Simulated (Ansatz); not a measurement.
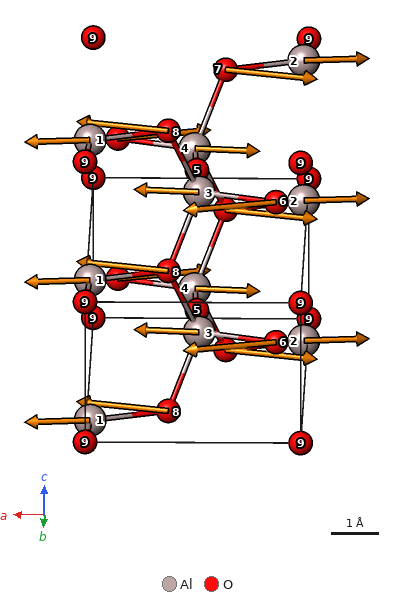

This is a relaxation of a crystal of Al2O3 (set up in Pnnm). The starting structure is drawn; orange arrows show the displacements (the part carried along by the change of the cell is left out), magnified 3 times.

A ball-and-stick model of the cell of the calculation, repeated 1 × 1 × 2 with one cell outlined, seen from a free direction.

The run lets cell and atoms move.

Method: Kohn-Sham DFT of a periodic cell, LDA, Ansatz PAW in Ansatz.

Input file:
```yaml
crystal:
  lattice:
    - [4.613777, 0.0, 0.0]
    - [0.0, 9.563279, 0.0]
    - [0.0, 0.0, 3.119862]
  atoms:
    - { symbol: Al, position: [0.982975, 0.824573, 0.0] }
    - { symbol: Al, position: [0.017025, 0.175427, 0.0] }
    - { symbol: Al, position: [0.482975, 0.675427, 0.5] }
    - { symbol: Al, position: [0.517025, 0.324573, 0.5] }
    - { symbol: O, position: [0.5, 0.5, 0.5] }
    - { symbol: O, position: [0.123635, 0.75305, 0.5] }
    - { symbol: O, position: [0.376365, 0.25305, 0.0] }
    - { symbol: O, position: [0.623635, 0.74695, 0.0] }
    - { symbol: O, position: [0.0, 0.0, 0.0] }
    - { symbol: O, position: [0.876365, 0.24695, 0.5] }
hamiltonian:
  xc: lda
  pseudopotentials: { kind: paw }
kpoints:
  mp_grid: { grid: [5, 3, 7] }
scf:
  occupations: { method: fermi_dirac, width: 0.05 }
output:
  forces: true
  stress: true
  eigenvalues: true
relax:
  f_tol: 0.01
  max_steps: 40
  cell: { stress_tol: 0.05 }
```

Run as
```bash
ansatz run input.yaml --threads 4 --pin off --max-ram 11264MiB --backend cpu --events-out ev --progress --plain --runs-dir out
```

**Atoms of which element are displaced furthest, and by how much?**

Oxygen: up to 0.70 Å, against 0.48 Å for aluminium.

**Describe the change and its energy.**

After 11 accepted moves (14 points after the start) the energy has fallen by 31.1 meV per atom. Largest force component: 0.2 eV/Å at the start, 0.0065 eV/Å at the end. Pressure: −6.51 GPa at the start and −0.02 GPa at the end. The line search rejected the trial step at point 8 of the run. At 2 points the geometry stayed and the basis and grid were re-selected for the new cell (energy shift of 1.9 meV per atom at most each time). The largest moves relative to the cell, 0.70 Å, are those of O atoms. By element the largest moves are O 0.70 Å, Al 0.48 Å. Cell: a 4.614 → 4.593 Å (−0.5 %), b 9.563 → 9.573 Å (+0.1 %), c 3.120 → 2.975 Å (−4.7 %). Volume −5.0 %. Among the contacts that change: Al–O 1.823 → 1.783 Å, Al–O 1.679 → 1.665 Å. Bond angles that change, for instance: O–Al–O 116.8° → 111.7°, Al–O–Al 118.6° → 123.4°, Al–O–Al 117.7° → 113.1°. The space group stays Pnnm (No. 58). Cost: 52 s on 4 threads of Arm Neoverse N1, on a shared host, peak memory 0.46 GiB.
